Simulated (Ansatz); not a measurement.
**TiAl₃: geometry relaxation (part 2 of 2)**

Continued. System: TiAl₃ (disordered cell, 16 atoms in the cell). Method: DFT r2SCAN, scalar-relativistic, plane waves, PAW, no spin polarisation (Ansatz 0.2.0); cutoff 500 eV, 4×3×3 k-mesh, Gaussian smearing of 0.1 eV. It belongs to a series of runs on one base structure; here: atoms packed at random at 1.00 times the crystal's volume, relaxed further on a centred mesh.

Geometry of the input (Å; fractional positions):
```
5.4824  -0.3603  -0.7471
-0.2373  7.4773  -0.4488
-0.7097  -0.4753  6.6038
Ti 0.6931  0.8106  0.7600
Ti 0.1095  0.5638  0.7457
Ti 0.2725  0.5533  0.3760
Ti 0.8192  0.2150  0.5270
Al 0.4850  0.3160  0.1120
Al 0.9710  0.3058  0.9948
Al 0.5938  0.4598  0.7396
Al 0.0671  0.8810  0.5334
Al 0.7761  0.5709  0.4063
Al 0.4994  0.1192  0.7634
Al 0.9630  0.6861  0.0900
Al 0.2402  0.1937  0.3806
Al 0.4817  0.6768  0.0667
Al 0.7639  0.0186  0.1372
Al 0.4944  0.9060  0.3943
Al 0.1999  0.9652  0.9641
```

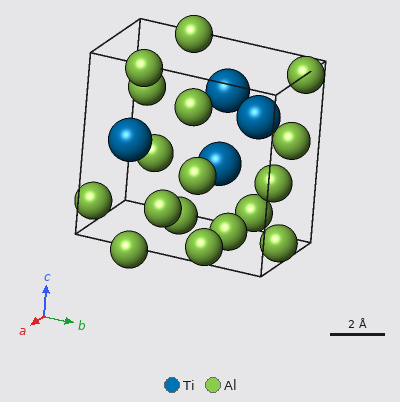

Fig. 1: The geometry at step 6 of the log (spheres-only view of the cell of the calculation, seen slightly off an axis).

### Output, continued
```
SCF iter   1: F=-16505.518065 eV  HF=-16505.517952 eV  |F-HF|=1.13e-4  |Δ(HF+E_count)|=         —  Δρ=1.78e-4  dr2=9.50e-6  dr2_τ=7.47e-5  ethr=1.57e-6  ⟨swp⟩=3.0  Hψ=7658  notcnv=0
preconditioner: auto → Kerker (q_TF=auto, 2.253 Å⁻¹)  [metal: Δε(μ)=0.009 eV  Ē_g=5.410 eV  σ=0.100 eV  W_gap=0.05  n_scr=52 (ndim 8)  ℏωp=16.5 eV  f_vac=0.000  D(μ)=7.77/eV (n_scr^D=52)]
SCF iter   2: F=-16505.518068 eV  HF=-16505.518041 eV  |F-HF|=2.74e-5  |Δ(HF+E_count)|=   8.92e-5  Δρ=9.20e-5  dr2=3.70e-6  dr2_τ=4.63e-6  ethr=1.13e-8  ⟨swp⟩=2.0  Hψ=1885  notcnv=0
SCF iter   3: F=-16505.518125 eV  HF=-16505.518129 eV  |F-HF|=4.79e-6  |Δ(HF+E_count)|=   8.84e-5  Δρ=4.35e-5  dr2=7.89e-6  dr2_τ=6.31e-7  ethr=4.41e-9  ⟨swp⟩=2.0  Hψ=1792  notcnv=0
SCF iter   4: F=-16505.518131 eV  HF=-16505.518131 eV  |F-HF|=2.60e-7  |Δ(HF+E_count)|=   1.94e-6  Δρ=1.02e-5  dr2=4.64e-7  dr2_τ=2.50e-8  ethr=4.41e-9  ⟨swp⟩=2.0  Hψ=1237  notcnv=0
SCF iter   5: F=-16505.518131 eV  HF=-16505.518131 eV  |F-HF|=6.68e-8  |Δ(HF+E_count)|=   4.25e-8  Δρ=5.73e-6  dr2=1.55e-7  dr2_τ=7.50e-9  ethr=5.52e-10  ⟨swp⟩=2.0  Hψ=1274  notcnv=0
SCF iter   6: F=-16505.518131 eV  HF=-16505.518131 eV  |F-HF|=1.28e-7  |Δ(HF+E_count)|=   3.68e-8  Δρ=5.37e-6  dr2=1.65e-7  dr2_τ=5.29e-9  ethr=1.84e-10  ⟨swp⟩=2.1  Hψ=1304  notcnv=0
SCF iter   7: F=-16505.518131 eV  HF=-16505.518131 eV  |F-HF|=4.29e-9  |Δ(HF+E_count)|=   3.42e-9  Δρ=1.56e-6  dr2=1.21e-8  dr2_τ=3.80e-10  ethr=1.84e-10  ⟨swp⟩=1.7  Hψ=1125  notcnv=0
SCF iter   8: F=-16505.518131 eV  HF=-16505.518131 eV  |F-HF|=3.24e-10  |Δ(HF+E_count)|=   9.66e-9  Δρ=6.60e-7  dr2=2.03e-9  dr2_τ=7.44e-11  ethr=6.86e-12  ⟨swp⟩=5.5  Hψ=3674  notcnv=0
SCF 14 converged in 8 iterations: F = -16505.518131 eV  dr2 = 2.03e-9
relax step  14: F+E_penalty+E_count = -16505.51813133 eV  Δ(F+E_penalty+E_count) = -7.261e-4 eV  max|allowed force component| = 3.356e-2 eV/Å  Δτ_max = 0.0000 Å  P = -0.028 GPa  Ω = 264.670 Å³  stress off target by 1.04e-1 GPa  SCF on the basis re-selected at this cell (its energy is not comparable with the rows above)  (8 SCF iters)
basis re-selected at this cell: Δ(F+E_penalty+E_count) = -7.261e-4 eV, ΔP = +0.003 GPa vs the last step (what re-selecting the basis moved, of the pressure what is left beyond the Pulay correction that the steps carried, after the strain that the cell walked since its last selection, with what the two solves' SCF thresholds leave and, on support functions, any second-order correction that the steps lacked; it is no measure of the basis error at this ecutwfc). The dense FFT grid was sized anew with the basis: this SCF ran on 40×54×54 points, the steps before it on 45×60×50, so part of this shift can come from that change (see relax.cell in the input reference). This SCF's stress stands 1.04e-1 GPa from its target on what of the cell is left free (relax.cell.stress_tol is 3.00e-1 GPa) and its largest allowed force component is 3.36e-2 eV/Å (relax.f_tol is 4.00e-2 eV/Å): within both
SCF converged after 8 iterations
Free energy (F): -16505.518131 eV
Harris-Foulkes:  -16505.518131 eV  (|F-HF|=3.24e-10)
Internal energy: -16505.479260 eV  (E = F + TS)
E sigma→0 (E₀):  -16505.498696 eV
Entropy (-TS):   -0.038871 eV (-2.429 meV/atom)
Fermi energy:    9.265581 eV
--- Per-component energies (eV) ---
  E_band       = -717.106076
  E_kinetic    = 1371.884085
  E_local      = -5281.562943  (includes V_loc(G=0)·N_el)
  E_nonlocal   = 151.873534
  E_hartree    = 2331.182497
  E_xc         = -814.311841
  E_vxc        = -906.920866  (∫ρ·V_xc dr)
  E_paw        = -9907.997218  (= ΣΔE_a)
  E_vpaw       = -765.664749  (= ΣTr[D̂ρ^β])
  E_aug_tail   = 0.000361  (compensation charges beyond the density's cutoff)
  E_vtau       = 50.920471  (kinetic-family band-sum trace: ∫τ·v_τ [+ j·A + Jᵃ·Aᵃ] dr)
  E_ewald      = -4354.812611
  E_core_change = -1.735125  (= ΣΔE_core)
  E_smearing   = -0.038871  (= −TS)
  E_closure    = 0.000000  (closes the sum)
  Σ components = -16505.518131   (vs F -16505.518131, Δ=0.00e0)
--- Forces (eV/Å), atoms counted from 1 ---
  atom   1  Ti     0.01259781    -0.00020595    -0.01929444
  atom   2  Ti    -0.00448290    -0.00059344    -0.01873348
  atom   3  Ti    -0.01170002     0.02274084     0.03355939
  atom   4  Ti    -0.01696559    -0.01274250     0.00382186
  atom   5  Al    -0.01264890     0.00908723    -0.01417082
  atom   6  Al    -0.01283848    -0.00352574     0.01777420
  atom   7  Al     0.01285182     0.00458314     0.00077951
  atom   8  Al    -0.00639774    -0.00077817    -0.00031018
  atom   9  Al     0.02019675    -0.00683454     0.00841167
  atom  10  Al    -0.00500994     0.00545165    -0.01058485
  atom  11  Al    -0.00865176    -0.00332118    -0.00682429
  atom  12  Al    -0.00039197    -0.01919838     0.00642475
  atom  13  Al     0.00426046     0.00336631    -0.00504452
  atom  14  Al     0.01894721    -0.01019047    -0.00146586
  atom  15  Al     0.00836968     0.03002417     0.00619395
  atom  16  Al     0.00185920    -0.01782591    -0.00051537
  max |Σ_I F_I| component: 3.71e-5 eV/Å
--- Stress (GPa, compression-positive) ---
       -0.101667       0.007444      -0.013702
        0.007444      -0.027625       0.008712
       -0.013701       0.008712       0.045957
  P = ⅓ Tr σ = -0.0278 GPa (-0.278 kbar)
--- Band table (eV; the first three rows and the last of 19) ---
  k-point 0: bands = ["-49.9398", "-49.8895", "-49.8484", "-49.8153", "-25.1842", "-25.1700", "-25.1572", "-25.1527", "-25.1440", "-25.1218", "-25.1071", "-25.0942", "-25.0771", "-25.0724", "-25.0283", "-24.8947", "-1.5927", "0.9189", "1.2318", "1.6703", "2.3344", "3.4968", "3.7113", "4.1764", "4.5194", "4.9163", "5.2244", "5.8759", "6.0061", "6.2583", "6.3145", "6.7875", "7.1667", "7.3792", "7.5016", "7.6677", "7.7930", "8.0904", "8.1975", "8.6377", "8.7914", "9.0400", "9.4717", "9.6074", "9.6406", "9.8669", "9.9750", "10.4980", "10.6212", "10.7507", "10.9668", "11.1353", "11.1946", "11.4042", "11.7891", "12.0070", "12.1259", "12.4648"]
  k-point 1: bands = ["-49.9398", "-49.8895", "-49.8484", "-49.8154", "-25.1842", "-25.1700", "-25.1570", "-25.1526", "-25.1428", "-25.1217", "-25.1070", "-25.0945", "-25.0772", "-25.0725", "-25.0284", "-24.8959", "-1.2794", "-0.0302", "1.3412", "1.8325", "2.5841", "3.1009", "3.8207", "4.1540", "4.5385", "5.3019", "5.9791", "6.0526", "6.3046", "6.4329", "6.5453", "6.7408", "6.9954", "7.2531", "7.3865", "7.5981", "7.7173", "8.0189", "8.2821", "8.4482", "8.4989", "8.8716", "9.0492", "9.5249", "9.6271", "9.9206", "10.0539", "10.3276", "10.5004", "10.7095", "10.8341", "11.0117", "11.3048", "11.4934", "11.6654", "11.9088", "11.9475", "12.0852"]
  k-point 2: bands = ["-49.9398", "-49.8895", "-49.8484", "-49.8153", "-25.1843", "-25.1700", "-25.1580", "-25.1519", "-25.1439", "-25.1214", "-25.1076", "-25.0943", "-25.0771", "-25.0723", "-25.0284", "-24.8947", "-1.2932", "-0.2526", "1.8079", "2.0869", "2.7810", "2.9370", "3.6473", "4.3546", "4.5542", "5.1452", "5.2379", "5.4546", "5.9837", "6.1452", "6.4874", "6.6872", "6.8702", "7.1273", "7.6895", "7.8518", "7.9966", "8.2556", "8.3433", "8.6388", "8.7510", "9.0831", "9.2717", "9.6551", "9.9786", "10.0049", "10.2973", "10.4959", "10.6501", "10.6978", "10.8760", "10.9708", "11.3899", "11.4909", "11.7438", "11.9142", "12.0721", "12.2512"]
  k-point 18: bands = ["-49.9397", "-49.8894", "-49.8485", "-49.8154", "-25.1852", "-25.1723", "-25.1589", "-25.1543", "-25.1428", "-25.1225", "-25.1046", "-25.0941", "-25.0811", "-25.0656", "-25.0298", "-24.8961", "0.0410", "0.5228", "0.9485", "1.4944", "1.7889", "2.2898", "2.8290", "3.4837", "4.4404", "4.8148", "5.4020", "5.6283", "6.1661", "6.6391", "6.7586", "7.1270", "7.1864", "7.4621", "7.6627", "7.7838", "7.9923", "8.1501", "8.3479", "8.5851", "8.8875", "9.3167", "9.5564", "9.8259", "10.0805", "10.1728", "10.3556", "10.5068", "10.6018", "10.8751", "11.1210", "11.2104", "11.3703", "11.4575", "11.6838", "12.0292", "12.0959", "12.2657"]
--- Relaxed structure (13 steps of the walk, 13 accepted, 1 SCFs on fresh bases) ---
  F+E_penalty+E_count = -16505.51813133 eV   max|allowed force component| = 3.356e-2 eV/Å   (the final SCF, on the basis selected at the relaxed cell)
  cell:  # Å, volume = 264.6695 Å³
    - [5.226713646142713, -0.09942177613822042, -0.6641446516158841]
    - [0.1441633726182641, 7.254583351849991, -0.18416046496854327]
    - [-0.5224732408201893, -0.230998751739994, 7.049375299804916]
  atoms:
    - { symbol: Ti, position: [0.6693219374937347, 0.8644104955368876, 0.8006300926326911] }
    - { symbol: Ti, position: [0.1551785116613887, 0.5562391475201065, 0.7887070316588799] }
    - { symbol: Ti, position: [0.3258928826211523, 0.532014870768762, 0.4305045891508583] }
    - { symbol: Ti, position: [0.783122274387563, 0.21973057250208317, 0.4862406680807657] }
    - { symbol: Al, position: [0.4706310341698239, 0.3193703561442966, 0.07644467946657432] }
    - { symbol: Al, position: [0.9248510813725579, 0.2228395804293146, 0.8857094298305676] }
    - { symbol: Al, position: [0.6503109831174851, 0.4994822810531424, 0.7722577484270373] }
    - { symbol: Al, position: [0.07889708419569744, 0.8875593544982134, 0.575041907066945] }
    - { symbol: Al, position: [0.8265079807460476, 0.5817262358165948, 0.4342029062104593] }
    - { symbol: Al, position: [0.3559827436928944, 0.20116092478331954, 0.6820925136917227] }
    - { symbol: Al, position: [0.9952455617113157, 0.6550779443239891, 0.10937312359212595] }
    - { symbol: Al, position: [0.20389989923265817, 0.1719028015677963, 0.30507650322223284] }
    - { symbol: Al, position: [0.5031207093930155, 0.6804557610853067, 0.10730070823983281] }
    - { symbol: Al, position: [0.7546662490113241, 0.015014026206526162, 0.15720707022836955] }
    - { symbol: Al, position: [0.5133528549218753, 0.8924079951452276, 0.42405666265689645] }
    - { symbol: Al, position: [0.21878185967146385, 0.9425063306184308, 0.9564745172440393] }
```

### Trajectory as extended XYZ (Å, eV, eV/Å), 6 of the 14 frames kept, from step=1 to step=14
```
16
Lattice="5.4824 -0.3603 -0.7471 -0.2373 7.4773 -0.4488 -0.7097 -0.4753 6.6038" Properties=species:S:1:pos:R:3:forces:R:3 step=1 energy=-16504.77474 pressure_GPa=0.13
Ti    3.0680    5.4501    4.1376    0.0210  -0.0503   0.0406
Ti   -0.0627    3.8220    4.5896    0.0116  -0.0452   0.2146
Ti    1.0958    3.8606    2.0314    0.1292   0.0239  -0.1680
Ti    4.0659    1.0619    2.7714   -0.1060  -0.0224   0.0115
Al    2.5045    2.1349    0.2352   -0.0410   0.1674   0.0959
Al    4.5451    1.4637    5.7070    0.0766   0.1707  -0.0971
Al    2.6213    2.8725    4.2345   -0.0690   0.0180  -0.0990
Al   -0.2195    6.3099    3.0771    0.0798   0.0036   0.0869
Al    3.8309    3.7959    1.8472   -0.0695  -0.0327   0.0795
Al    2.1678    0.3486    4.6149   -0.1774   0.1140  -0.1908
Al    5.0528    4.7407   -0.4329   -0.0017  -0.0005  -0.0260
Al    1.0006    1.1809    2.2473    0.1517  -0.0014   0.1912
Al    2.4329    4.8552   -0.2233    0.0011   0.0294  -0.0094
Al    4.0865   -0.2013    0.3272   -0.0293  -0.1568   0.0844
Al    2.2157    6.4091    1.8276   -0.0136  -0.0171  -0.0474
Al    0.1828    6.6870    5.7845    0.0365  -0.2006  -0.1669
16
Lattice="5.3357 -0.2253 -0.7483 -0.0463 7.4897 -0.4514 -0.6870 -0.4881 6.7330" Properties=species:S:1:pos:R:3:forces:R:3 step=4 energy=-16504.95360 pressure_GPa=-0.08
Ti    3.0005    5.6043    4.2862   -0.0184  -0.0635   0.0180
Ti    0.1045    3.7489    4.7043    0.1080  -0.1661   0.1221
Ti    1.2127    3.8970    2.0781    0.0544   0.0610  -0.0036
Ti    3.9849    1.1108    2.8799    0.0458  -0.0417  -0.0469
Al    2.5520    2.2498    0.2867    0.0682   0.0760   0.0911
Al    4.5054    1.5307    5.7765   -0.0085  -0.0049  -0.0106
Al    2.7274    3.0155    4.3051    0.0290   0.0448  -0.0126
Al   -0.0188    6.2746    3.1985   -0.0246   0.0130  -0.0398
Al    3.8776    3.9080    1.9233   -0.0358  -0.0257  -0.0206
Al    1.9099    0.5741    4.6615   -0.1255   0.1590  -0.0494
Al    5.0684    4.8657   -0.4488   -0.0068  -0.0057  -0.0092
Al    1.0095    1.2152    2.2267   -0.0448  -0.0278  -0.1287
Al    2.4868    4.9348   -0.1917    0.0041  -0.0108   0.0399
Al    3.9600   -0.0937    0.3665    0.0292   0.0157   0.0078
Al    2.3633    6.4488    1.8843   -0.0314   0.0096  -0.0073
Al    0.3621    6.6449    5.8400   -0.0427  -0.0331   0.0499
16
Lattice="5.2815 -0.1189 -0.7471 0.1034 7.4579 -0.4187 -0.6809 -0.4688 6.7743" Properties=species:S:1:pos:R:3:forces:R:3 step=6 energy=-16505.12948 pressure_GPa=0.25
Ti    2.9622    5.7476    4.4029    0.0884   0.1473   0.0262
Ti    0.3020    3.5878    4.7808    0.0335  -0.0590   0.0976
Ti    1.3502    3.9287    2.1606    0.1096  -0.0031   0.1490
Ti    3.9610    1.1596    2.9134   -0.0845   0.0621  -0.1620
Al    2.6644    2.3435    0.3415   -0.0429  -0.0183  -0.1624
Al    4.5284    1.5519    5.7771    0.0051   0.0569  -0.1066
Al    2.9102    3.1488    4.3629   -0.0653  -0.0031   0.1765
Al    0.0963    6.2424    3.2683    0.0605  -0.0118   0.0214
Al    3.9907    3.9677    1.9941   -0.0049  -0.0084  -0.0133
Al    1.6291    0.8377    4.6360   -0.0367   0.0257  -0.0756
Al    5.1466    4.9125   -0.4458   -0.0640  -0.0102  -0.0732
Al    0.9646    1.2342    2.0926   -0.0018  -0.0716   0.0351
Al    2.5801    4.9751   -0.1287    0.0154   0.0121  -0.0258
Al    3.9127   -0.0086    0.4016    0.0318  -0.1251   0.0208
Al    2.4685    6.4795    1.9437   -0.0102   0.0010   0.0752
Al    0.4667    6.6104    5.8856   -0.0341   0.0055   0.0174
16
Lattice="5.2473 -0.0877 -0.6908 0.1631 7.3825 -0.2344 -0.5875 -0.2983 6.8673" Properties=species:S:1:pos:R:3:forces:R:3 step=9 energy=-16505.41657 pressure_GPa=0.27
Ti    3.1778    6.0412    4.7894    0.0493  -0.1311  -0.0625
Ti    0.4259    3.7710    5.1627   -0.0128   0.0292  -0.0362
Ti    1.5140    3.8580    2.5730   -0.0618  -0.1615  -0.1228
Ti    3.8738    1.3913    2.7795    0.0251  -0.0377   0.1284
Al    2.5750    2.3678    0.2522   -0.0007  -0.0095  -0.0687
Al    4.4309    1.3357    5.5274   -0.0925   0.0229  -0.1262
Al    3.0178    3.3590    4.7376    0.1017  -0.0188   0.0142
Al    0.2029    6.3175    3.5956   -0.0276   0.0473   0.0442
Al    4.1271    4.0497    2.2442    0.0646   0.0159   0.0462
Al    1.5416    1.1403    4.4934   -0.0275   0.1258  -0.0851
Al    5.2270    4.8052   -0.1272    0.0403   0.0565   0.1135
Al    0.9406    1.2165    1.9200   -0.0977   0.0502   0.0728
Al    2.6656    4.9742    0.1765    0.0459  -0.0864   0.0608
Al    3.8771   -0.0067    0.5321    0.0123   0.0357   0.0421
Al    2.5456    6.4646    2.2938    0.0289  -0.0058  -0.0201
Al    0.7398    6.6384    6.1737   -0.0474   0.0669  -0.0006
16
Lattice="5.2214 -0.1028 -0.6467 0.1304 7.2243 -0.2278 -0.4959 -0.2626 7.0982" Properties=species:S:1:pos:R:3:forces:R:3 step=11 energy=-16505.48874 pressure_GPa=-0.08
Ti    3.2020    5.9847    5.0504    0.0948   0.0064   0.0439
Ti    0.4666    3.8031    5.3732    0.1078  -0.0064   0.0181
Ti    1.5543    3.6923    2.7241   -0.0249  -0.0787  -0.0195
Ti    3.9209    1.3604    2.9350   -0.1004  -0.0368  -0.0702
Al    2.3981    2.2393    0.1203    0.0608   0.0132   0.0751
Al    4.4010    1.3073    5.6757   -0.0401  -0.0056  -0.0430
Al    3.0588    3.3490    4.9460    0.0306   0.0192  -0.0301
Al    0.2706    6.2254    3.8253    0.0098   0.0268  -0.0128
Al    4.1796    3.9731    2.4110   -0.0439   0.0197  -0.0683
Al    1.5276    1.2518    4.5489    0.0189  -0.0698  -0.0602
Al    5.2288    4.6678    0.0041    0.0464  -0.1355   0.0080
Al    0.9880    1.0686    1.9925   -0.0909   0.0891   0.0640
Al    2.6547    4.8482    0.2636    0.0095  -0.0937   0.0667
Al    3.8472    0.0173    0.6263    0.0157   0.0702   0.0178
Al    2.6462    6.2454    2.4827   -0.0497   0.1152   0.0986
Al    0.7834    6.5431    6.4159   -0.0443   0.0668  -0.0880
16
Lattice="5.2267 -0.0994 -0.6641 0.1442 7.2546 -0.1842 -0.5225 -0.2310 7.0494" Properties=species:S:1:pos:R:3:forces:R:3 step=14 energy=-16505.51813 pressure_GPa=-0.03
Ti    3.2047    6.0194    5.0402    0.0126  -0.0002  -0.0193
Ti    0.4792    3.8377    5.3544   -0.0045  -0.0006  -0.0187
Ti    1.5551    3.7277    2.7204   -0.0117   0.0227   0.0336
Ti    3.8708    1.4039    2.8671   -0.0170  -0.0127   0.0038
Al    2.4660    2.2524    0.1675   -0.0126   0.0091  -0.0142
Al    4.4033    1.3201    5.5884   -0.0128  -0.0035   0.0178
Al    3.0675    3.3805    4.9200    0.0129   0.0046   0.0008
Al    0.2399    6.2982    3.8378   -0.0064  -0.0008  -0.0003
Al    4.1769    4.0377    2.4048    0.0202  -0.0068   0.0084
Al    1.5332    1.2664    4.5349   -0.0050   0.0055  -0.0106
Al    5.2392    4.6281   -0.0106   -0.0087  -0.0033  -0.0068
Al    0.9311    1.1563    1.9835   -0.0004  -0.0192   0.0064
Al    2.6717    4.8616    0.2969    0.0043   0.0034  -0.0050
Al    3.8645   -0.0024    0.6042    0.0189  -0.0102  -0.0015
Al    2.5902    6.3251    2.4840    0.0084   0.0300   0.0062
Al    0.7797    6.5948    6.4237    0.0019  -0.0178  -0.0005
```

### Key numbers

```tsv
quantity	value
outcome	converged
electrons treated	84
free energy	−16505.5181 eV
Fermi energy	9.266 eV
gap on the k-point mesh	none (metallic)
pressure	−0.03 GPa
final volume	264.67 Å³
largest force (length of the vector) at the end	0.042 eV/Å
hardware	2 threads of Intel Xeon @ 2.70GHz, 189 GiB of memory available, shared host
wall time	9.6 min (CPU time 19 min)
peak memory	1.1 GiB
```
